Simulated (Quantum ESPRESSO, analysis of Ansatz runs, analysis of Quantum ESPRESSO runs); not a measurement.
# Vacancy with four H in Ge: local vibrational mode, PBE (Quantum ESPRESSO)

How near does this set-up come to the measured local vibrational mode? Subject: vacancy with four H in Ge. Set-up: PBE, GBRV 1.5 PBE, 32-site cell, PBE lattice, k: 2x2x2 shifted. The model is a cell of 32 host atoms with 1 Ge taken out and 4 H put in. The frequencies come from force constants among the defect atom and its neighbours, with the masses of the isotopes named. A local or semilocal functional is the cheapest first rung.

**The experiment.** Ge-H stretch, T2: 2061.5 cm⁻¹ at 9 K, by FTIR absorption, uniaxial stress, isotope substitution (“Hydrogen-Related Defects in Proton-Implanted Silicon and Germanium: An Infrared Absorption Spectroscopy Study”, 1998, Michael Budde, 1998 (PhD thesis, University of Aarhus)). The calculation is set beside it at the end.

Program: Quantum ESPRESSO 7.5. Level of theory: Quantum ESPRESSO plane-wave DFT, PBE, GBRV 1.5 PBE potentials; relaxation of all atoms of a defect supercell. Results are calculated unless marked as measured.

## Step 1: The starting structure

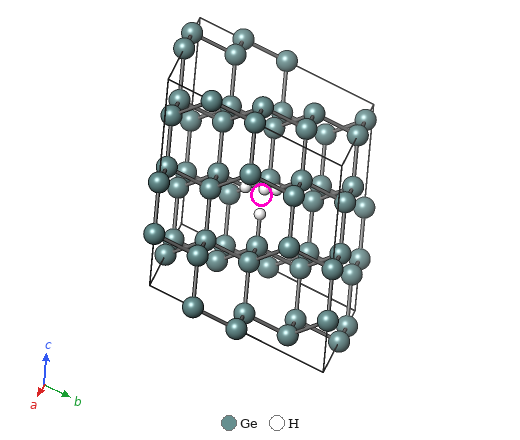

The starting structure, seen slightly off an axis (germanium teal, hydrogen white). A ring marks the centre wherever it is empty. Some periodic images of atoms are drawn too.

The cell holds 35 atoms: 31 Ge and 4 H. Cell: a = 9.968 Å, b = 9.968 Å, c = 9.968 Å, α = 109.5°, β = 109.5°, γ = 109.5°. It derives from Ge (space group Fd-3m). Nearest the centre at fractional (0.500, 0.500, 0.500): H32 at 0.93 Å, H34 at 0.93 Å, H35 at 0.93 Å, H33 at 0.93 Å, Ge22 at 2.49 Å, Ge26 at 2.49 Å, Ge25 at 2.49 Å, Ge31 at 2.49 Å.

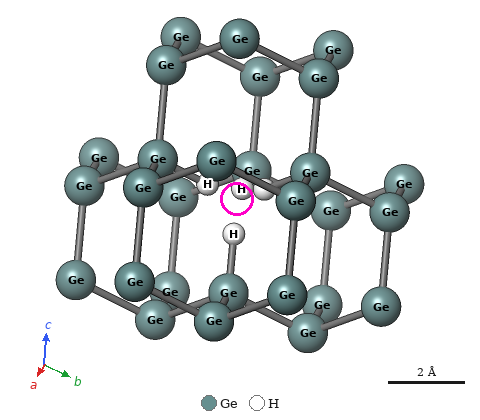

The atoms within 5 Å of the centre. A ring marks the centre wherever it is empty.

The host's primitive cell comes from a first run (Quantum ESPRESSO plane-wave DFT, PBE, GBRV 1.5 PBE potentials; relaxation of cell and atoms of a defect-free cell): vectors of 4.070, 4.070 and 4.070 Å. That is 23.83 Å³ an atom, 5.3 % over the diffraction cell's volume. The supercell is built on it.

## Step 2: Relaxation, charge 0

Every later number rests on the structure around the defect, so the atoms are relaxed at the host's lattice first.

File pw.in:

```
&CONTROL
  calculation = 'relax'
  prefix = 'pwscf'
  outdir = './tmp'
  pseudo_dir = './pseudo'
  tprnfor = .true.
  disk_io = 'low'
  nstep = 70
  forc_conv_thr = 0.00039
  etot_conv_thr = 0.0001
/
&SYSTEM
  ibrav = 0
  nat = 35
  ntyp = 2
  ecutwfc = 45
  ecutrho = 360
  nbnd = 223
  occupations = 'smearing'
  smearing = 'fd'
  degauss = 0.00073499
/
&ELECTRONS
  conv_thr = 4d-08
  electron_maxstep = 100
  mixing_beta = 0.5
/
&IONS
  ion_dynamics = 'bfgs'
/
ATOMIC_SPECIES
Ge    72.6300 ge_pbe_v1.4.uspp.F.UPF
H      1.0080 h_pbe_v1.4.uspp.F.UPF
CELL_PARAMETERS angstrom
  -5.7552132298    5.7552132298    5.7552132298
   5.7552132298   -5.7552132298    5.7552132298
   5.7552132298    5.7552132298   -5.7552132298
ATOMIC_POSITIONS crystal
Ge     0.0000000000    0.0000000000    0.5000000000
Ge     0.0000000000    0.2500000000    0.2500000000
Ge     0.0000000000    0.5000000000    0.0000000000
Ge     0.0000000000    0.7500000000    0.7500000000
Ge     0.2500000000    0.0000000000    0.2500000000
Ge     0.2500000000    0.2500000000    0.0000000000
Ge     0.2500000000    0.5000000000    0.7500000000
Ge     0.2500000000    0.7500000000    0.5000000000
Ge     0.5000000000    0.0000000000    0.0000000000
Ge     0.5000000000    0.2500000000    0.7500000000
Ge     0.5000000000    0.7500000000    0.2500000000
Ge     0.7500000000    0.0000000000    0.7500000000
Ge     0.7500000000    0.2500000000    0.5000000000
Ge     0.7500000000    0.5000000000    0.2500000000
Ge     0.7500000000    0.7500000000    0.0000000000
Ge     0.0000000000    0.0000000000    0.2500000000
Ge     0.0000000000    0.2500000000    0.0000000000
Ge     0.0000000000    0.5000000000    0.7500000000
Ge     0.0000000000    0.7500000000    0.5000000000
Ge     0.2500000000    0.0000000000    0.0000000000
Ge     0.2500000000    0.2500000000    0.7500000000
Ge     0.2500000000    0.5000000000    0.5000000000
Ge     0.2500000000    0.7500000000    0.2500000000
Ge     0.5000000000    0.0000000000    0.7500000000
Ge     0.5000000000    0.2500000000    0.5000000000
Ge     0.5000000000    0.5000000000    0.2500000000
Ge     0.5000000000    0.7500000000    0.0000000000
Ge     0.7500000000    0.0000000000    0.5000000000
Ge     0.7500000000    0.2500000000    0.2500000000
Ge     0.7500000000    0.5000000000    0.0000000000
Ge     0.7500000000    0.7500000000    0.7500000000
H      0.4071490000    0.5000000000    0.5000000000
H      0.5000000000    0.4071490000    0.5000000000
H      0.5000000000    0.5000000000    0.4071490000
H      0.5928510000    0.5928510000    0.5928510000
K_POINTS automatic
2 2 2 1 1 1
```

Command:

```sh
> OMP_NUM_THREADS=1 mpirun -n 4 pw.x -nk 2 -in pw.in > pw.out
```

Log:

```text
This program is part of the open-source Quantum ESPRESSO suite
     for quantum simulation of materials; please cite
         "P. Giannozzi et al., J. Phys.:Condens. Matter 21 395502 (2009);
         "P. Giannozzi et al., J. Phys.:Condens. Matter 29 465901 (2017);
         "P. Giannozzi et al., J. Chem. Phys. 152 154105 (2020);
          URL
     in publications or presentations arising from this work. More details at

     Message from routine setup:
     using ibrav=0 with symmetry is DISCOURAGED, use correct ibrav instead

     K-points division:     npool     =       2
     Subspace diagonalization in iterative solution of the eigenvalue problem:
     a serial algorithm will be used

     --------------------
     sticks:   dense  smooth     PW     G-vecs:    dense   smooth      PW
     Min        4784    2399    639               296796   104941   14597
     Max        4785    2400    640               296797   104942   14600
     Sum        9569    4799   1279               593593   209883   29197

     Using Slab Decomposition

     bravais-lattice index     =            0
     lattice parameter (alat)  =      18.8374  a.u.
     unit-cell volume          =    5145.6572 (a.u.)^3
     number of atoms/cell      =           35
     number of atomic types    =            2
     number of electrons       =       438.00
     number of Kohn-Sham states=          223
     kinetic-energy cutoff     =      45.0000  Ry
     charge density cutoff     =     360.0000  Ry
     scf convergence threshold =      4.0E-08
     mixing beta               =       0.5000
     number of iterations used =            8  plain     mixing
     energy convergence thresh.=      1.0E-04
     force convergence thresh. =      3.9E-04
     Exchange-correlation=  SLA  PW   PBX  PBC
                           (   1   4   3   4   0   0   0)
     nstep                     =           70

     celldm(1)=  18.837398  celldm(2)=   0.000000  celldm(3)=   0.000000
     celldm(4)=   0.000000  celldm(5)=   0.000000  celldm(6)=   0.000000

     crystal axes: (cart. coord. in units of alat)
               a(1) = (  -0.577350   0.577350   0.577350 )
               a(2) = (   0.577350  -0.577350   0.577350 )
               a(3) = (   0.577350   0.577350  -0.577350 )

     reciprocal axes: (cart. coord. in units 2 pi/alat)
               b(1) = ( -0.000000  0.866025  0.866025 )
               b(2) = (  0.866025 -0.000000  0.866025 )
               b(3) = (  0.866025  0.866025  0.000000 )

     PseudoPot. # 1 for Ge read from file:
     ge_pbe_v1.4.uspp.F.UPF
     Pseudo is Ultrasoft + core correction, Zval = 14.0
     Generated by new atomic code, or converted to UPF format
     Using radial grid of  873 points,  6 beta functions with:
                l(1) =   0
                l(2) =   0
                l(3) =   1
                l(4) =   1
                l(5) =   2
                l(6) =   2
     Q(r) pseudized with  8 coefficients,  rinner =    1.400   1.400   1.400
                                                       1.400   1.400

     PseudoPot. # 2 for H  read from file:
     h_pbe_v1.4.uspp.F.UPF
     Pseudo is Ultrasoft, Zval =  1.0
     Generated by new atomic code, or converted to UPF format
     Using radial grid of  615 points,  2 beta functions with:
                l(1) =   0
                l(2) =   0
     Q(r) pseudized with  8 coefficients,  rinner =    0.700

     atomic species   valence    mass     pseudopotential
     Ge               14.00    72.63000     Ge( 1.00)
     H                 1.00     1.00800     H ( 1.00)

     24 Sym. Ops. (no inversion) found (18 have fractional translation)

   Cartesian axes

     site n.     atom                  positions (alat units)
         1        Ge     tau(   1) = (   0.2886751   0.2886751  -0.2886751  )
         2        Ge     tau(   2) = (   0.2886751   0.0000000   0.0000000  )
         3        Ge     tau(   3) = (   0.2886751  -0.2886751   0.2886751  )
         4        Ge     tau(   4) = (   0.8660254  -0.0000000   0.0000000  )
         5        Ge     tau(   5) = (   0.0000000   0.2886751   0.0000000  )
         6        Ge     tau(   6) = (   0.0000000   0.0000000   0.2886751  )
         7        Ge     tau(   7) = (   0.5773503   0.2886751   0.0000000  )
         8        Ge     tau(   8) = (   0.5773503  -0.0000000   0.2886751  )
         9        Ge     tau(   9) = (  -0.2886751   0.2886751   0.2886751  )
        10        Ge     tau(  10) = (   0.2886751   0.5773503   0.0000000  )
        11        Ge     tau(  11) = (   0.2886751  -0.0000000   0.5773503  )
        12        Ge     tau(  12) = (  -0.0000000   0.8660254   0.0000000  )
        13        Ge     tau(  13) = (   0.0000000   0.5773503   0.2886751  )
        14        Ge     tau(  14) = (   0.0000000   0.2886751   0.5773503  )
        15        Ge     tau(  15) = (   0.0000000  -0.0000000   0.8660254  )
        16        Ge     tau(  16) = (   0.1443376   0.1443376  -0.1443376  )
[...]
24        Ge     tau(  24) = (   0.1443376   0.7216878  -0.1443376  )
        25        Ge     tau(  25) = (   0.1443376   0.4330127   0.1443376  )
        26        Ge     tau(  26) = (   0.1443376   0.1443376   0.4330127  )
        27        Ge     tau(  27) = (   0.1443376  -0.1443376   0.7216878  )
        28        Ge     tau(  28) = (  -0.1443376   0.7216878   0.1443376  )
        29        Ge     tau(  29) = (  -0.1443376   0.4330127   0.4330127  )
        30        Ge     tau(  30) = (  -0.1443376   0.1443376   0.7216878  )
        31        Ge     tau(  31) = (   0.4330127   0.4330127   0.4330127  )
        32        H      tau(  32) = (   0.3422827   0.2350676   0.2350676  )
        33        H      tau(  33) = (   0.2350676   0.3422827   0.2350676  )
        34        H      tau(  34) = (   0.2350676   0.2350676   0.3422827  )
        35        H      tau(  35) = (   0.3422827   0.3422827   0.3422827  )

     number of k points=     2  Fermi-Dirac smearing, width (Ry)=  0.0007
                       cart. coord. in units 2pi/alat
        k(    1) = (   0.4330127   0.4330127   0.4330127), wk =   0.5000000
        k(    2) = (   0.0000000   0.0000000   0.4330127), wk =   1.5000000

     Dense  grid:   593593 G-vectors     FFT dimensions: ( 120, 120, 120)

     Smooth grid:   209883 G-vectors     FFT dimensions: (  90,  90,  90)

     Initial potential from superposition of free atoms

     starting charge     437.9729, renormalised to     438.0000
     Starting wfcs are  283 randomized atomic wfcs

     Self-consistent Calculation

     iteration #  1     ecut=    45.00 Ry     beta= 0.50
[...]
Ge               0.7499792750        0.7499792750       -0.0000793751
Ge              -0.0000355266       -0.0000355266        0.2499398796
[...]
NEW-OLD atomic charge density approx. for the potential

     Self-consistent Calculation

[... 77 further cycles ...]
     iteration #  4     ecut=    45.00 Ry     beta= 0.50
     Davidson diagonalization with overlap
     ethr =  2.47E-11,  avg # of iterations =  3.5

     total energy              =   -6627.72966334 Ry
     estimated scf accuracy    <       0.00000002 Ry

     iteration #  5     ecut=    45.00 Ry     beta= 0.50
     Davidson diagonalization with overlap
     ethr =  5.15E-12,  avg # of iterations =  3.0

     total energy              =   -6627.72966335 Ry
     estimated scf accuracy    <          1.8E-09 Ry

     iteration #  6     ecut=    45.00 Ry     beta= 0.50
     Davidson diagonalization with overlap
     ethr =  4.14E-13,  avg # of iterations =  3.0

     End of self-consistent calculation

          k = 0.4330 0.4330 0.4330 ( 26284 PWs)   bands (ev):

[...]
6.6594   6.6594   6.6594   8.0698   8.0698   8.0698   8.3035

          k = 0.0000 0.0000 0.4330 ( 26259 PWs)   bands (ev):

[...]
6.1888   6.6366   6.6366   8.2368   8.7768   8.7768   8.9115

     the Fermi energy is     7.3630 ev

!    total energy              =   -6627.72966335 Ry
     estimated scf accuracy    <          1.3E-10 Ry
     smearing contrib. (-TS)   =       0.00000000 Ry
     internal energy E=F+TS    =   -6627.72966335 Ry

     The total energy is F=E-TS. E is the sum of the following terms:
     one-electron contribution =   -4519.07173495 Ry
     hartree contribution      =    2650.55964587 Ry
     xc contribution           =   -1810.02470183 Ry
     ewald contribution        =   -2949.19287244 Ry

     convergence has been achieved in   6 iterations

     Forces acting on atoms (cartesian axes, Ry/au):

[...]
Total force =     0.003062     Total SCF correction =     0.000064
     Energy error            =      4.8E-05 Ry
     Gradient error          =      5.5E-04 Ry/Bohr

     number of scf cycles    =  13
     number of bfgs steps    =  12

     energy             old  =   -6627.7296151431 Ry
     energy             new  =   -6627.7296633460 Ry

     CASE: energy            _new < energy            _old

     new trust radius        =       0.0050464461 bohr
     new conv_thr            =       0.0000000004 Ry

ATOMIC_POSITIONS (crystal)
[...]
NEW-OLD atomic charge density approx. for the potential

     Self-consistent Calculation

     iteration #  1     ecut=    45.00 Ry     beta= 0.50
     Davidson diagonalization with overlap
     ethr =  1.00E-06,  avg # of iterations =  3.0

     Threshold (ethr) on eigenvalues was too large:
     Diagonalizing with lowered threshold

     Davidson diagonalization with overlap
     ethr =  1.18E-09,  avg # of iterations =  5.5

     total energy              =   -6627.72970443 Ry
     estimated scf accuracy    <       0.00000688 Ry

     iteration #  2     ecut=    45.00 Ry     beta= 0.50
     Davidson diagonalization with overlap
     ethr =  1.57E-09,  avg # of iterations =  2.0

     total energy              =   -6627.72970535 Ry
     estimated scf accuracy    <       0.00000104 Ry

     iteration #  3     ecut=    45.00 Ry     beta= 0.50
     Davidson diagonalization with overlap
     ethr =  2.37E-10,  avg # of iterations =  2.0

     total energy              =   -6627.72970548 Ry
     estimated scf accuracy    <       0.00000020 Ry

     iteration #  4     ecut=    45.00 Ry     beta= 0.50
     Davidson diagonalization with overlap
     ethr =  4.58E-11,  avg # of iterations =  3.0

     total energy              =   -6627.72970549 Ry
     estimated scf accuracy    <       0.00000003 Ry

     iteration #  5     ecut=    45.00 Ry     beta= 0.50
     Davidson diagonalization with overlap
     ethr =  7.88E-12,  avg # of iterations =  3.0

     total energy              =   -6627.72970550 Ry
     estimated scf accuracy    <          2.7E-09 Ry

     iteration #  6     ecut=    45.00 Ry     beta= 0.50
     Davidson diagonalization with overlap
     ethr =  6.08E-13,  avg # of iterations =  3.0

     total energy              =   -6627.72970550 Ry
     estimated scf accuracy    <          4.1E-10 Ry

     iteration #  7     ecut=    45.00 Ry     beta= 0.50
     Davidson diagonalization with overlap
     ethr =  1.00E-13,  avg # of iterations =  3.0

     End of self-consistent calculation

          k = 0.4330 0.4330 0.4330 ( 26284 PWs)   bands (ev):

[...]
6.6598   6.6598   6.6598   8.0690   8.0690   8.0690   8.3054

          k = 0.0000 0.0000 0.4330 ( 26259 PWs)   bands (ev):

[...]
-16.8779 -16.8773 -16.8772  -4.6521  -3.7694  -3.7666  -3.7666  -3.5965
    -3.0827  -3.0564  -3.0564  -2.9290  -2.7316  -2.2316  -2.2316  -2.2226
    -1.9871  -1.2351  -1.2351  -1.1652  -0.9288  -0.0814  -0.0814  -0.0450
     0.0889   0.5091   0.5126   0.5126   0.5801   0.9889   2.0601   2.0601
     2.1835   2.5491   3.4017   3.4017   3.4314   3.5880   4.0072   4.1150
     4.1150   4.2218   4.5644   4.6074   4.6074   4.7883   4.7901   4.7958
     4.7958   4.8602   4.8602   4.8969   4.9098   5.0160   5.0160   5.0321
     5.1609   5.8218   5.9109   5.9109   5.9897   6.0322   6.0322   6.0598
     6.1886   6.6369   6.6369   8.2371   8.7765   8.7765   8.9130

     the Fermi energy is     7.3645 ev

!    total energy              =   -6627.72970550 Ry
     estimated scf accuracy    <          5.3E-11 Ry
     smearing contrib. (-TS)   =       0.00000000 Ry
     internal energy E=F+TS    =   -6627.72970550 Ry

     The total energy is F=E-TS. E is the sum of the following terms:
     one-electron contribution =   -4519.14809831 Ry
     hartree contribution      =    2650.59824629 Ry
     xc contribution           =   -1810.02570314 Ry
     ewald contribution        =   -2949.15415034 Ry

     convergence has been achieved in   7 iterations

     Forces acting on atoms (cartesian axes, Ry/au):

[...]
atom   28 type  1   force =    -0.00005631    0.00005631   -0.00014547
     atom   29 type  1   force =     0.00014547   -0.00005631   -0.00005631
     atom   30 type  1   force =    -0.00005631   -0.00014547    0.00005631
     atom   31 type  1   force =     0.00034682    0.00034682    0.00034682
     atom   32 type  2   force =     0.00024819   -0.00024819   -0.00024819
     atom   33 type  2   force =    -0.00024819    0.00024819   -0.00024819
     atom   34 type  2   force =    -0.00024819   -0.00024819    0.00024819
     atom   35 type  2   force =     0.00024819    0.00024819    0.00024819

     Total force =     0.001828     Total SCF correction =     0.000041
     Energy error            =      4.2E-05 Ry
     Gradient error          =      3.5E-04 Ry/Bohr

     bfgs converged in  14 scf cycles and  13 bfgs steps
     (criteria: energy <  1.0E-04 Ry, force <  3.9E-04 Ry/Bohr)

     End of BFGS Geometry Optimization

     Final energy             =   -6627.7297055018 Ry

     File ./tmp/pwscf.bfgs deleted, as requested
Begin final coordinates

ATOMIC_POSITIONS (crystal)
[...]
Ge               0.7515047581       -0.0007885827        0.5000000000
Ge               0.7477066592        0.2484952419        0.2484952419
Ge               0.7515047581        0.5000000000       -0.0007885827
Ge               0.7683399944        0.7683399944        0.7683399944
H                0.3867256034        0.5000000000        0.5000000000
H                0.5000000000        0.3867256034        0.5000000000
H                0.5000000000        0.5000000000        0.3867256034
H                0.6132743966        0.6132743966        0.6132743966
End final coordinates

=------------------------------------------------------------------------------=
   JOB DONE.
=------------------------------------------------------------------------------=
```

Elapsed: 35 min, on 4 MPI ranks of Arm Neoverse V1, shared host; peak memory 3.7 GiB; 2.3 h of CPU time.

[end of part 1 of 2]

[Logs are printed without paths, hosts, clocks, repeated set-up lines and the standing remarks that a program may print on its own settings, such as how far it seeks lower states.]

[Hosts, paths, dates, database ids (printed as entryN), source tags and the programs' standing remarks are cut or masked in the printed files.]

[For some hosts the program warned that the k-mesh of the response run may be too coarse for force constants and the static dielectric constant; such warnings are not shown here.]
